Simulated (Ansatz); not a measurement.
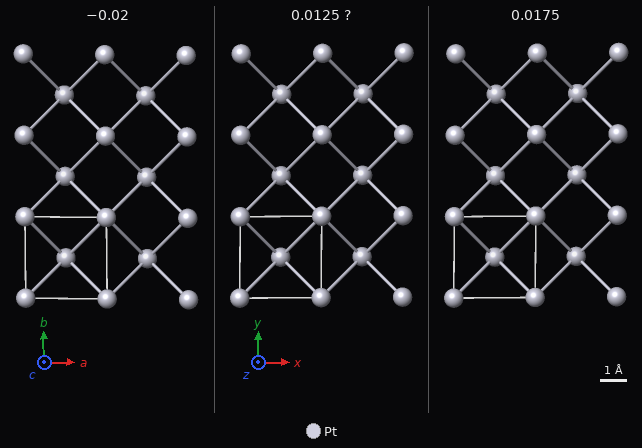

A crystal of Pt (Im-3m): the cell is strained in shear in the xy plane, with the atoms kept at their fractional coordinates. x, y and z are the Cartesian axes of the input. The picture is a ball-and-stick view of the conventional cell (2 times the calculation's cell), repeated 2 × 3 × 2 with one cell outlined, seen along the c axis. Lengths and directions refer to the drawn axes.

Method: Ansatz, DFT r2SCAN, scalar-relativistic, plane waves, PAW. Settings: plane-wave cutoff 500 eV; k-point mesh 22 × 22 × 22; occupations gaussian; smearing width 0.15 eV; no spin polarisation. Energies (free energies at the smearing named) are counted from the cell as listed in its source, which wasn't relaxed.

```tsv
engineering shear strain	E − E(ref) (meV/atom)
−0.0200	2.74
−0.0100	0.68
0.0000	0.00
0.0025	0.04
0.0050	0.17
0.0075	0.38
0.0125	?
0.0150	1.54
0.0175	2.10
```

Fill in the missing row.

A straight line between the two neighbours gives 1.15 meV/atom. A cubic through the four nearest rows (0.0050, 0.0075, 0.0150, 0.0175) gives, with Lagrange weights, (−0.2000)(0.17) + (0.5000)(0.38) + (1.0000)(1.54) + (−0.3000)(2.10) = 1.07 meV/atom. The calculation gives 1.07 meV/atom, so the cubic is right to the digits shown and the straight line 0.08 meV/atom too high, as the curve bends upwards here.

The whole profile:

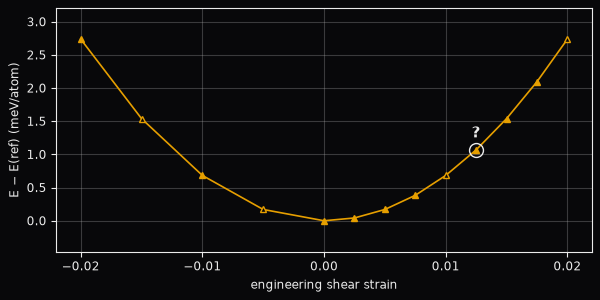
